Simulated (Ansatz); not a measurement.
## MgO: an electron-density study

Space group P6_3/mmc. This isn't the usual form at ambient conditions. The cell comes from a database of computed structures, not from a measurement.

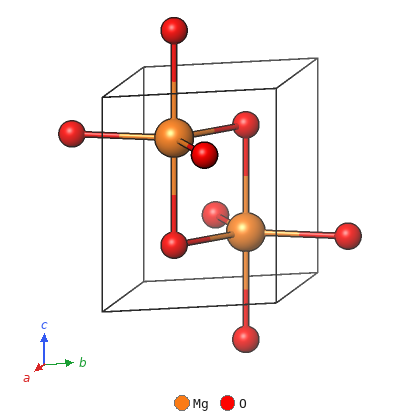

The conventional cell.

Input file:

```
crystal:
  lattice:
    - [3.4863778627, 0.0, 0.0]
    - [-1.7431889314, 3.0192917963, 0.0]
    - [0.0, 0.0, 4.17804122]
  atoms:
    - { symbol: Mg, position: [0.66666667, 0.33333333, 0.75] }
    - { symbol: Mg, position: [0.33333333, 0.66666667, 0.25] }
    - { symbol: O, position: [0.66666667, 0.33333333, 0.25] }
    - { symbol: O, position: [0.33333333, 0.66666667, 0.75] }
basis:
  ecutwfc: 500
  fft_grid_basis: typed
kpoints:
  mp_grid: { grid: [9, 9, 8] }
hamiltonian:
  xc: r2scan
scf:
  occupations: { method: gaussian, width: 0.05 }
output:
  forces: true
  stress: true
  eigenvalues: true
  bader: true
  write_density: true
  volumetric_format: npy
  elf: true
```

Launched as:

```sh
ansatz run input.yaml --threads 1 --pin off --max-ram 2560MiB --backend cpu --events-out ev --progress --plain --runs-dir out
```

The picture shows the conventional cell (a = 3.49 Å, b = 3.49 Å, c = 4.18 Å, α = 90.00°, β = 90.00°, γ = 120.00°).

These are results of Ansatz, DFT r2SCAN, scalar-relativistic, plane waves, PAW, not measurements.

Core electrons are frozen (PAW), so the maps are meaningful between the atoms, not at the nuclei.

Part 1: Bonding charge

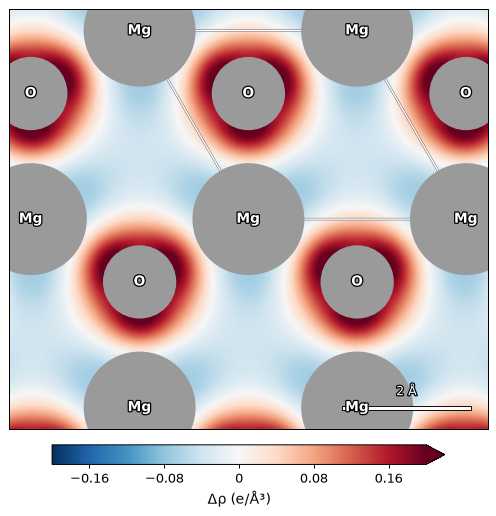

Density of the crystal less the sum of free-atom densities: a map on the (001) plane of the conventional cell, with grey discs over the atomic cores. Cores are masked to 0.9 Å (Mg) and 0.6 Å (O).

> Where does charge go when the atoms form this crystal?

Mg–O (2.01 Å): Δρ is +0.06 e/Å³ at the midpoint (close to a masked core, so read it with care).
- Mg–Mg (2.90 Å): Δρ is −0.03 e/Å³ at the midpoint (this contact isn't in the plane drawn).
- Over the whole cell, outside the masked cores, the largest gain lies at the edge of the masked core of O, and the largest loss lies at the edge of the masked core of Mg.
- In all about 0.29 e an atom is rearranged against the free atoms.
- Bader charges: Mg +1.74 and O −1.74 e.

Part 2: Change of volume

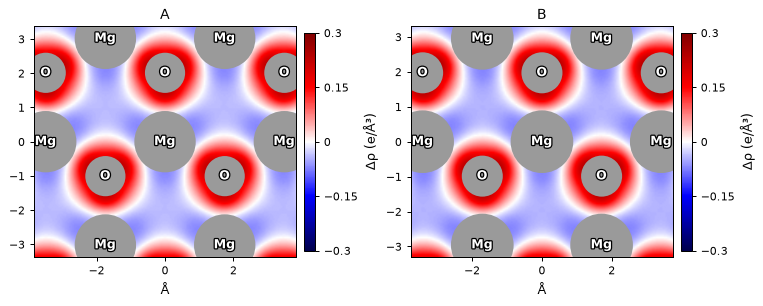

MgO: deformation density on the (001) plane of the conventional cell at two volumes, with the same fractional coordinates and one colour scale. Grey discs cover the cores. Panel B has 94 % of the volume of panel A.

> How do bonds, bonding charge and pressure respond to this change of volume?

The pressure is 0.1 GPa in A and 9.8 GPa in B.
- Bader charges in A: Mg +1.74 and O −1.74 e; in B: Mg +1.73 and O −1.73 e.
- The rearranged charge is 0.29 e an atom in A and 0.29 e in B.

Part 3: Another level of theory

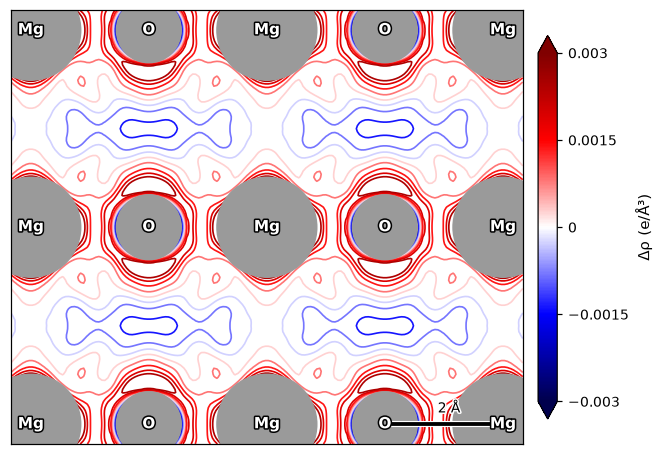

MgO: difference of two self-consistent densities at the same geometry, ρ(HSE06) − ρ(r2SCAN), on the (11̄0) plane of the conventional cell. Grey discs cover the cores, where the PAW densities can't be compared. Cores are masked to 0.9 Å (Mg) and 0.6 Å (O).

Both runs: Ansatz, scalar-relativistic, plane waves and PAW, same cutoff, k-points and PAW files (made with PBE).

> What differs between the two levels of theory?

Against r2SCAN, and outside the masked cores, the largest gain, 0.005 e/Å³, lies 0.7 Å from an oxygen nucleus and 1.3 Å from a magnesium one, and the largest loss, 0.002 e/Å³, lies 1.4 Å from an oxygen nucleus and 1.8 Å from a magnesium one.
- Bader charges are Mg +1.74 and O −1.74 e with r2SCAN and Mg +1.73 and O −1.73 e with HSE06.
- At this volume the pressure is 0 GPa with r2SCAN and roughly 0 GPa with HSE06.
- The gap on the mesh is 4.10 eV with r2SCAN and 5.05 eV with HSE06.

Part 4: Doping

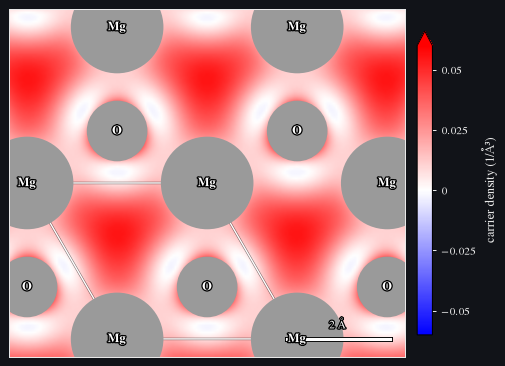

Where the extra electron sits when 0.5 electron is added to the 4-atom cell of the calculation (uniform compensating background, atoms fixed); the change of density for each carrier, counted positive where the carrier is: a map on the (001) plane of the conventional cell, with grey discs over the atomic cores. Cores are masked to 0.9 Å (Mg) and 0.6 Å (O).

> On which atoms does the carrier sit?

Summed over atomic cells sized by the Bader volumes, the added electron divides as O about 90 % and Mg about 10 %; the most favoured element is O, which fills 80 % of the volume.
Over the whole cell, outside the cores, it is densest 2.3 Å from a magnesium nucleus and 2.3 Å from an oxygen one.
The counter-flow of charge adds up to under 0.1 e for each carrier.
These are shares of the net change, screening included; the states that take the carrier can be more concentrated.
This is very heavy doping, far beyond the dilute limit.

Part 5: Putting it together

Charge passes from Mg (Pauling electronegativity 1.31) to O (3.44), the direction that the scale predicts; the Bader charges fall short of whole formal charges, as they usually do. The two pressures give a mean stiffness −ΔP/Δln V of about 156 GPa over this range, with the atoms held at their fractional positions.

Run times: 34 s (base cell), 34 s (scaled cell), 2.2 min (HSE06) and 32 s (electron), on 1 thread of Arm Neoverse V1, with other jobs on the host.
